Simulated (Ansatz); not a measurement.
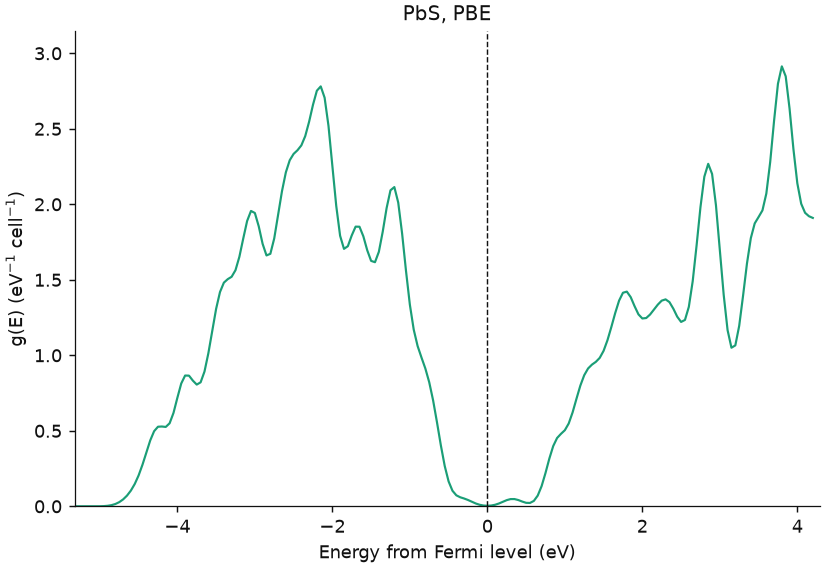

Density of states. Energies are counted from the Fermi level. The curve is built from the levels of the k mesh with Gaussians 0.3 eV wide, which also blur the band edges.

System: PbS, space group I4/mmm (No. 139), 2 atoms in the cell, rocksalt type, biaxial (xy) strain +4.4%; a = 4.32 Å, b = 4.32 Å, c = 4.41 Å, α = 59.30°, β = 59.30°, γ = 61.40°.

Level of theory: DFT, PBE, plane waves, PAW, no spin polarisation, 8×8×8 k mesh, 420 eV cutoff, Fermi-Dirac smearing of 0.02 eV; code Ansatz.

> Is there a gap at the Fermi level, and how wide?

There is a gap; over the k points computed it is 0.65 eV (direct among those points).

> Where is the tallest peak of the filled states in the window?

Within the window shown, the tallest peak of the filled states lies 1.8 eV under the valence-band top, at about 2.8 states per eV and cell.

> How wide is the upper valence band?

The upper group of valence states starts about 4.3 eV under the valence-band top (which lies at −0.3 eV on this axis), with a gap beneath it; it holds about 6 electrons a cell.

Spin-orbit coupling is left out, which matters for Pb.
